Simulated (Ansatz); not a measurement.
```cif
data_structure
_symmetry_space_group_name_H-M 'P 1'
_symmetry_Int_Tables_number 1
_cell_length_a 3.9699
_cell_length_b 3.9699
_cell_length_c 24.9247
_cell_angle_alpha 90.000
_cell_angle_beta 90.000
_cell_angle_gamma 90.000
_cell_volume 392.81
loop_
_atom_site_label
_atom_site_type_symbol
_atom_site_fract_x
_atom_site_fract_y
_atom_site_fract_z
_atom_site_occupancy
Ba1 Ba 0.50000 0.50000 0.30506 1
O1 O 0.00000 0.00000 0.30227 1
Ti1 Ti 0.00000 0.00000 0.37809 1
O2 O 0.50000 0.00000 0.37909 1
O3 O 0.00000 0.50000 0.37909 1
Ba2 Ba 0.50000 0.50000 0.46210 1
O4 O 0.00000 0.00000 0.46052 1
Ti2 Ti 0.00000 0.00000 0.53855 1
O5 O 0.50000 0.00000 0.53951 1
O6 O 0.00000 0.50000 0.53951 1
Ba3 Ba 0.50000 0.50000 0.62396 1
O7 O 0.00000 0.00000 0.62000 1
Ti3 Ti 0.00000 0.00000 0.69435 1
O8 O 0.50000 0.00000 0.69868 1
O9 O 0.00000 0.50000 0.69868 1
```

Computed without spin polarisation.

All numbers below come from DFT PBEsol, scalar-relativistic, plane waves, PAW (Ansatz).

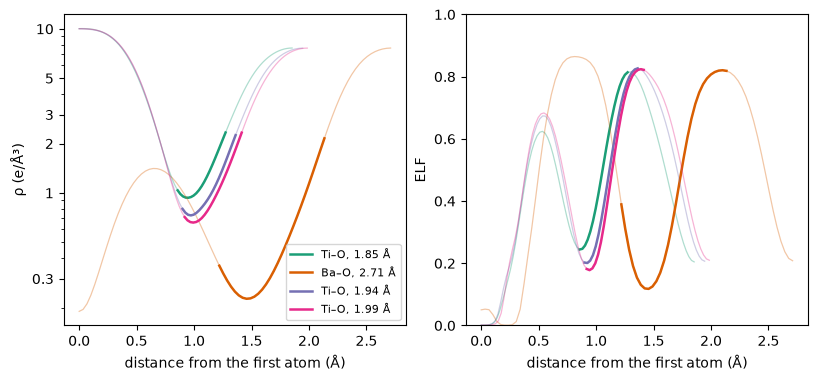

BaTiO₃ (slab). Valence charge density (pseudo) and ELF along straight lines between neighbouring atoms. Thin, pale parts lie inside the atomic spheres.

Core electrons are frozen (PAW), and the valence fields are smoothed inside the atomic spheres.

Q: What can be read from the curves?

A: Ti–O (1.85 Å): the density is about 0.94 e/Å³ at the midpoint; the ELF peaks at about 0.80 in the valence shell of O, 0.6 Å from its nucleus, and is about 0.30 at the midpoint (no localised pair shows between them).
Ba–O (2.71 Å): the density is about 0.25 e/Å³ at the midpoint; the ELF is about 0.15 at the midpoint (an ionic contact with no shared pair).
Ti–O (1.94 Å): ρ at the midpoint is about 0.73 e/Å³; the ELF peaks at about 0.85 in the valence shell of O, 0.6 Å from its nucleus, and is about 0.25 at the midpoint (no localised pair shows between them).
Ti–O (1.99 Å): ρ is about 0.66 e/Å³ halfway; the ELF peaks at about 0.80 in the valence shell of O, 0.6 Å from its nucleus, and is about 0.20 at the midpoint: no localised pair shows between them.
